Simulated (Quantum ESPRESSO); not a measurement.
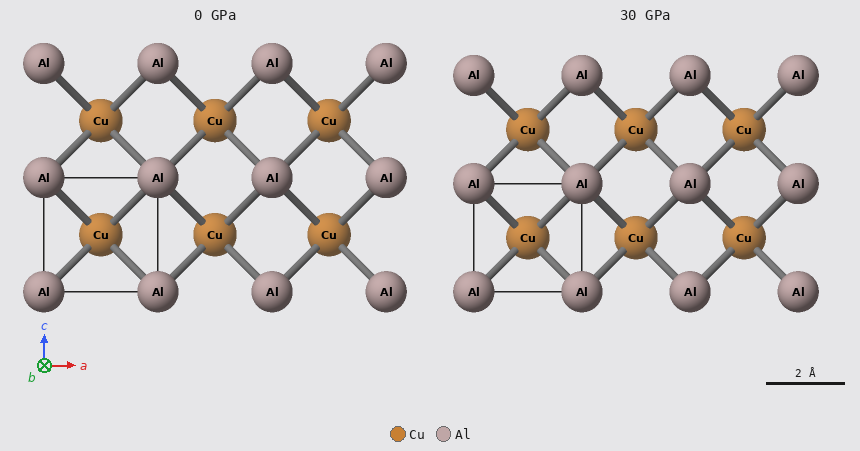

Crystalline AlCu (set up in Pm-3m), relaxed (cell and atoms) at several target pressures. The picture shows the first and the last member. The picture is a ball-and-stick view of the cell of the calculation, repeated 3 × 1 × 2 with one cell outlined, seen along the b axis.

Computed with Quantum ESPRESSO 7.5: PBEsol, GBRV 1.5 PBEsol. Settings: plane-wave cutoff 870.8 eV; k-point mesh 9 × 9 × 9; occupations fermi-dirac; smearing width 0.05 eV; no spin polarisation.

```tsv
pressure (GPa)	volume (Å³/atom)	a (Å)
0	12.934	2.957
2	?	?
5	12.470	2.922
10	12.088	2.892
20	11.478	2.842
30	11.000	2.802
```

Fill in the missing row.

Answer. Murnaghan's form V = V₀(1 + B′P/B₀)^(−1/B′), with V₀ = 12.934 Å³ from the row at zero pressure, fits the other rows with B₀ = 127 GPa and B′ = 4.43 (largest miss 0.003 Å³). At 2 GPa it gives 12.934 × (1 + 4.43 × 2/127)^(−1/4.43) = 12.739 Å³ per atom. The calculation gives 12.738 Å³/atom (a = 2.942 Å). The estimate is 0.001 Å³/atom too high. From the first member to the last: Al–Cu 2.561 → 2.427 Å.

The whole series:

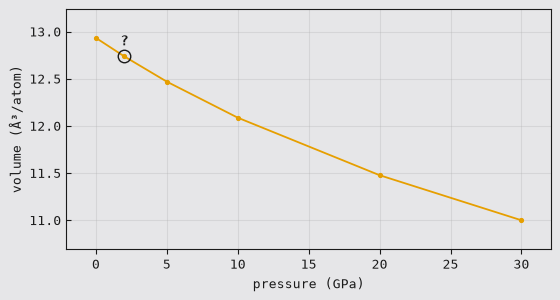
